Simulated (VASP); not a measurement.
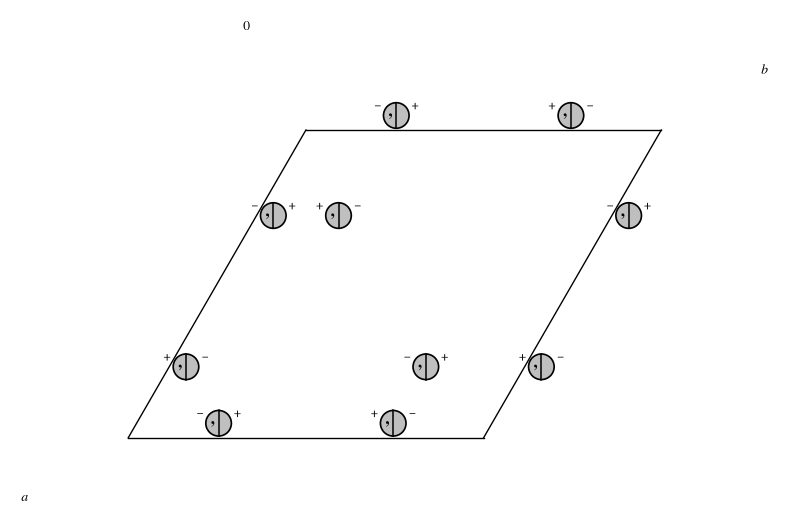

General positions of a space group, projected down c, computed from the operations of a computed or model structure of composition MgO.

A circle is a general position, a comma marks the mirror image, + and − with a fraction give the height (along the projection axis: ½+ is ½ plus the coordinate, − is its negative), and a split circle stands for two positions above each other.

**Which space group is it?**

No. 187, P-6m2; primitive hexagonal, point group -6m2, 12 general positions a cell.

**Write the general positions (in any order).**

x, y, z
−x+y, −x, −z
−y, x−y, z
x, y, −z
−x+y, −x, z
−y, x−y, −z
−y, −x, −z
x, x−y, z
−x+y, y, −z
−y, −x, z
x, x−y, −z
−x+y, y, z
